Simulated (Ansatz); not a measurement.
# Energy of PtSe2 along a strain of the cell

System: PtSe2 (3 atoms in the cell).
Method: DFT LDA, scalar-relativistic, plane waves, PAW, no spin polarisation (Ansatz 0.2.0).

The 9 runs differ only in the geometry, by a strain of the cell at fixed fractional positions. Against run 5, the strain is εyy = η. The structure derives from an entry of the Crystallography Open Database.

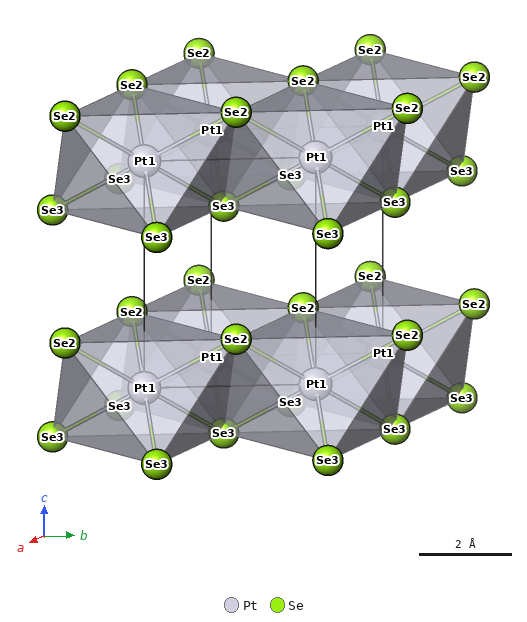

Figure 1. The structure of run 5 (polyhedral view of the cell of the calculation, seen slightly off an axis; polyhedra are completed across the faces of the cell; atoms are numbered from 1 in the order of the input).

**Input of run 5**
```yaml
crystal:
  lattice:
    - [3.7240006046, 0.0, 0.0]
    - [-1.8620003023, 3.2734553142, 0.0]
    - [0.0, 0.0, 5.062]
  atoms:
    - { symbol: Pt, position: [0.0, 0.0, 0.0] }
    - { symbol: Se, position: [0.3333333333, 0.6666666667, 0.25] }
    - { symbol: Se, position: [0.6666666667, 0.3333333333, 0.75] }
basis:
  ecutwfc: 420
kpoints:
  mp_grid: { grid: [12, 12, 10] }
hamiltonian:
  xc: lda
scf:
  occupations: { method: fermi_dirac, width: 0.02 }
output:
  forces: true
  stress: true
  eigenvalues: true
```

Command:
```bash
ansatz run input.yaml --threads 1 --pin off --max-ram 2560MiB --backend cpu --events-out ev --progress --plain --runs-dir out
```

Run 6 differs from it as follows:
```diff
-    - [-1.8620003023, 3.2734553142, 0.0]
+    - [-1.8620003023, 3.3218315011, 0.0]
```

**Results, with one run withheld**

```tsv
run	strain parameter η (%)	free energy per atom, from the lowest run given (meV)	pressure (GPa)
1	−7.3892	61.61	10.64
2	−5.9113	31.61	7.41
3	−4.4335	11.39	4.50
4	−2.9557	0.00	1.88
5	0.0000	0.17	−2.58
6	1.4778	?	?
7	2.9557	25.90	−6.17
8	3.6946	35.70	−6.95
9	4.4335	46.69	−7.69
```

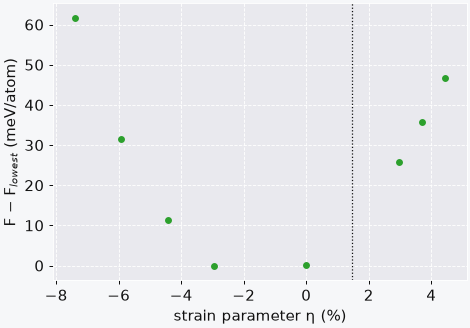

Figure 2. Free energy per atom of the runs given; the dotted line marks run 6.

What should run 6 give?

A cubic polynomial in the coordinate, fitted to the 8 runs given, misses them by at most 0.10 meV per atom. With x = η + 1.2007, it reads F = −3.4156 + 1.0583 x + 1.6164 x² − 0.040552 x³ (meV per atom). At run 6 it gives 10.24 meV per atom, and the run itself gives 10.18. The fit has its minimum at η = −1.5241 %.

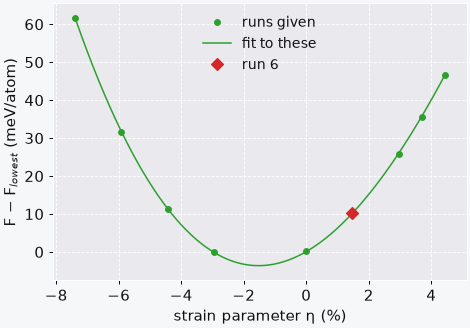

Figure 3. The fit and the withheld run.

**Output, shortened to warnings, some set-up lines, iterations and results (run 6)**
```
Basis set: ecut = 420 eV, 1237 PW (Γ)
Symmetry: 4 space group operations
k-points: 398 of 1440
Initial density: superposition of atomic densities (neutral atoms: chi_scale 0, normalization atom), corrected by the library's trained network
[...]
SCF iter   1: F=—  HF=-23012.706916 eV  |F-HF|=—  |Δ(HF+E_count)|=         —  Δρ=5.05e-3  dr2=7.81e-3  ethr=1.77e-3  ⟨swp⟩=6.1  Hψ=46438  notcnv=0
SCF iter   2: F=—  HF=-23012.707285 eV  |F-HF|=—  |Δ(HF+E_count)|=   3.70e-4  Δρ=1.88e-3  dr2=3.17e-3  ethr=1.56e-5  ⟨swp⟩=2.0  Hψ=25205  notcnv=0  defer=267
SCF iter   3: F=—  HF=-23012.706262 eV  |F-HF|=—  |Δ(HF+E_count)|=   1.02e-3  Δρ=5.04e-4  dr2=2.33e-4  ethr=6.34e-6  ⟨swp⟩=2.0  Hψ=21500  notcnv=0  defer=267
SCF iter   4: F=—  HF=-23012.706175 eV  |F-HF|=—  |Δ(HF+E_count)|=   8.70e-5  Δρ=8.85e-5  dr2=5.75e-6  ethr=4.66e-7  ⟨swp⟩=3.0  Hψ=21605  notcnv=0  defer=267
SCF iter   5: F=—  HF=-23012.706174 eV  |F-HF|=—  |Δ(HF+E_count)|=   9.83e-7  Δρ=2.43e-5  dr2=3.87e-7  ethr=1.15e-8  ⟨swp⟩=2.0  Hψ=15073  notcnv=0  defer=267
SCF iter   6: F=-23012.706174 eV  HF=-23012.706174 eV  |F-HF|=3.31e-9  |Δ(HF+E_count)|=   4.84e-8  Δρ=4.77e-6  dr2=1.14e-8  ethr=2.00e-10  ⟨swp⟩=6.3  Hψ=48217  notcnv=0
SCF 1 converged in 6 iterations: F = -23012.706174 eV  dr2 = 1.14e-8
SCF converged after 6 iterations
Free energy (F): -23012.706174 eV
Harris-Foulkes:  -23012.706174 eV  (|F-HF|=3.31e-9)
Internal energy: -23012.705154 eV  (E = F + TS)
E sigma→0 (E₀):  -23012.705664 eV
Entropy (-TS):   -0.001020 eV (-0.340 meV/atom)
Fermi energy:    12.369312 eV
--- Per-component energies (eV) ---
  E_band       = -1002.162860
  E_kinetic    = 874.991908
  E_local      = -6888.962735  (includes V_loc(G=0)·N_el)
  E_nonlocal   = -969.666058
  E_hartree    = 3176.188291
  E_xc         = -467.387691
  E_vxc        = -499.506326  (∫ρ·V_xc dr)
  E_paw        = -12833.242752  (= ΣΔE_a)
  E_vpaw       = 128.606809  (= ΣTr[D̂ρ^β])
  E_aug_tail   = -0.001050  (compensation charges beyond the density's cutoff)
  E_ewald      = -5909.523661
  E_core_change = 4.898594  (= ΣΔE_core)
  E_smearing   = -0.001020  (= −TS)
  E_closure    = -0.000000  (closes the sum)
  Σ components = -23012.706174   (vs F -23012.706174, Δ=0.00e0)
--- Forces (eV/Å), atoms counted from 1 ---
  atom   1  Pt     0.00000000     0.00000000     0.00000000
  atom   2  Se     0.00000000    -0.10179443    -0.14301719
  atom   3  Se     0.00000000     0.10179443     0.14301719
  max |Σ_I F_I| component: 0.00e0 eV/Å
--- Stress (GPa, compression-positive) ---
       -2.900352      -0.000000      -0.000000
       -0.000000      -6.839326      -0.989977
       -0.000000      -0.989977      -3.695652
  P = ⅓ Tr σ = -4.4784 GPa (-44.784 kbar)
```

Notes: Spin–orbit coupling is left out, which matters for Pt.
